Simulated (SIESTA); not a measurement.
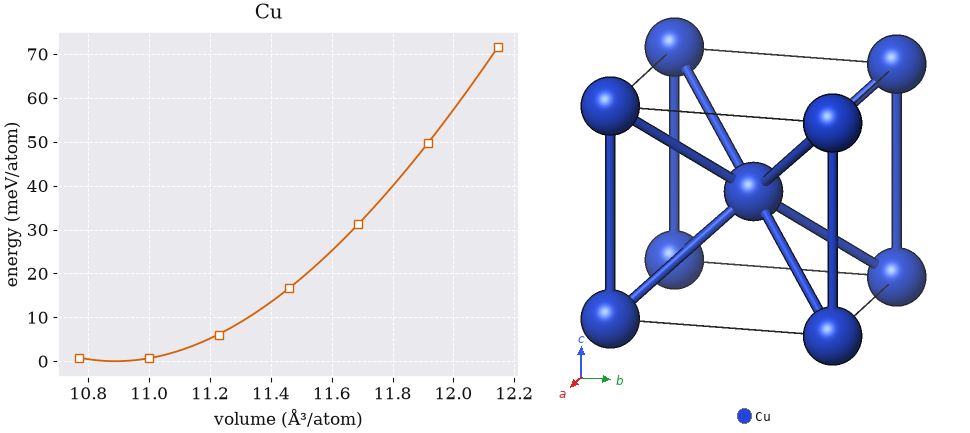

The picture above shows the energy against volume for Cu, space group I4/mmm (No. 139). The conventional cell is drawn beside the plot.

Starting cell:
```
Cu
1.0
    -1.44279    1.44279    1.37608
     1.44279   -1.44279    1.37608
     1.44279    1.44279   -1.37608
Cu
1
Direct
  0.00000 0.00000 0.00000
```

Method: DFT in numerical atomic orbitals with pseudopotentials, no spin polarisation; energies at scaled volumes of the given cell, shape and fractions fixed, counted from the fit's minimum, third-order Birch-Murnaghan fit (SIESTA 5.4.2). Level: LDA.

```csv
setting,value
k mesh,13×13×13
occupations,Fermi–Dirac
smearing width,0.05 eV
potentials,"PseudoDojo 0.4 standard, converted to PSML, two zetas on semicore shells"
program settings,"basis DZP, mesh cutoff 800 Ry"
```

This calculation gives: equilibrium volume 10.89 Å³/atom and bulk modulus 198 GPa.

Now the level changes from LDA to PBEsol. What happens?

The equilibrium volume rises from 10.89 to 11.31 Å³/atom (+3.9 %) and the bulk modulus falls from 198 to 172 GPa (−13 %).

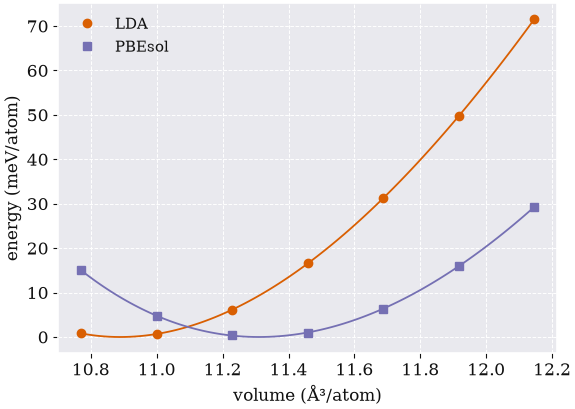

The two results together.

For both, limits of the calculation: mulliken charges of long orbitals; short basis over semicore shells; shape and atomic fractions are frozen while scaling, which makes layered, chain and framework solids too stiff.

V0 and the bulk modulus come from third-order Birch–Murnaghan fits.
